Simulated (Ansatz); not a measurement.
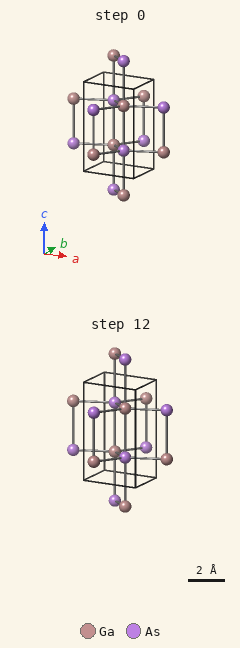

The structure of crystalline GaAs (built on the h-MgO (five-fold) type) before (top) and after (bottom) a relaxation, at one scale.

The picture is a ball-and-stick view of the cell of the calculation, seen slightly off an axis.

Method: DFT, PBEsol, plane waves, PAW in Ansatz 0.2.0.

Input file:
```yaml
crystal:
  lattice:
    - [4.1128602457, 0.0, 0.0]
    - [-2.0564301229, 3.561841455, 0.0]
    - [0.0, 0.0, 5.1408021]
  atoms:
    - { symbol: Ga, position: [0.3333333333, 0.6666666667, 0.25] }
    - { symbol: Ga, position: [0.6666666667, 0.3333333333, 0.75] }
    - { symbol: As, position: [0.6666666667, 0.3333333333, 0.25] }
    - { symbol: As, position: [0.3333333333, 0.6666666667, 0.75] }
kpoints:
  mp_grid: { grid: [6, 6, 4] }
hamiltonian:
  xc: pbesol
scf:
  occupations: { method: fermi_dirac, width: 0.03 }
relax:
  f_tol: 0.01
  cell: {}
  max_steps: 120
```

Run as
```bash
ansatz run input.yaml --threads 2 --pin off --max-ram 2211MiB --backend cpu --events-out ev --progress --plain --runs-dir out
```

Question: Describe what moved and what it gained.

Answer: The atoms keep their places relative to the cell (all moves are under 0.005 Å). The volume changes by +18.1 %, with a = b 4.113 → 4.269 Å (+3.8 %), c 5.141 → 5.634 Å (+9.6 %). Near-neighbour distances that change, for instance: Ga1–As4 2.570 → 2.817 Å, Ga1–As3 2.375 → 2.464 Å. The space group stays P6_3/mmc (No. 194). After 9 accepted moves (12 points after the start) the energy has fallen by 140 meV per atom. All forces vanish by symmetry, so only the cell relaxes. Pressure: 15.54 GPa at the start and 0.00 GPa at the end. The line search rejected the trial step at point 7 of the run. At 2 points the geometry stayed and the basis and grid were re-selected for the new cell (energy shift of 1.5 meV per atom at most each time). Cost: 38 s on 2 threads of Arm Neoverse N1, with other jobs on the host, peak memory 0.4 GiB.
